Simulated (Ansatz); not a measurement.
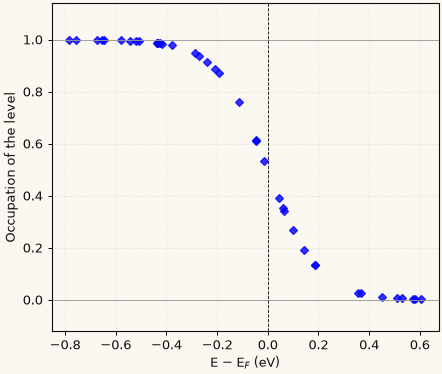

Occupations of the one-electron levels of the k mesh against their energy, from a run on Sn (defect cell), 11 atoms in the cell, with Ansatz.

### Name the smearing function and its width.

Fermi-Dirac smearing with a width of 0.1 eV. The occupations stay between 0 and 1 and have long exponential tails; the slope at the Fermi level is 1/(4 × width).
